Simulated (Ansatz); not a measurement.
```
CELL_PARAMETERS angstrom
4.19431 0.00005 -0.00004
0.00005 4.19445 0.00005
-0.00003 0.00003 2.67858
ATOMIC_POSITIONS crystal
Si 0.50000 0.50000 0.00000
Si 0.00000 0.00000 0.50000
O 0.69396 0.69394 0.50000
O 0.80604 0.19394 0.00000
O 0.30604 0.30605 0.50000
O 0.19396 0.80605 0.00001
```

Space group P4₂/mnm; a structure from a database of computed crystals, not necessarily the ambient phase; started from the MgH2-136 prototype, which need not be the ambient phase; changed on purpose from its base cell (shaken).

The calculation used DFT, PBEsol, plane waves, PAW in Ansatz 0.2.0.

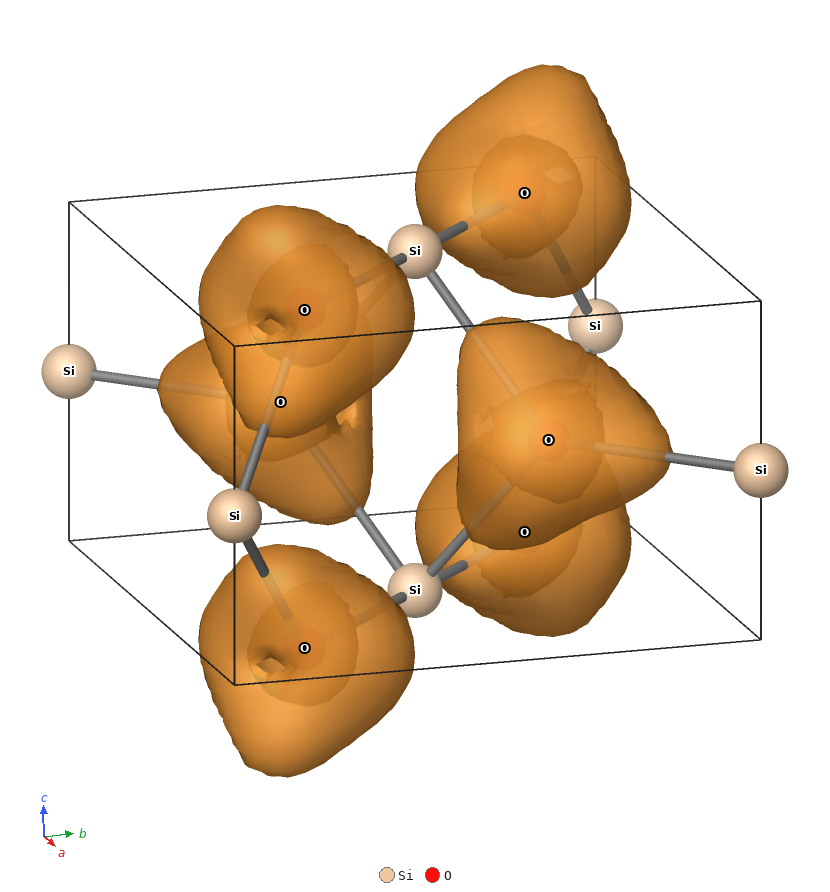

SiO2. Isosurface of the ELF at 0.75 (orange), seen slightly off an axis. Core shells and regions of very low density are left out. Sticks mark near contacts.

Identify the bonds, lone pairs and shells in this picture.

The ELF exceeds this value in four regions on O in which the atom's valence shell and bonds are merged, counted in one cell of 6 atoms. Any copies at cell faces, edges or corners count once. Profiles from the grid: Si–O (1.77 Å): the ELF peaks at about 0.85 between the atoms. Si–O (1.82 Å): the ELF peaks at about 0.85 between the atoms.
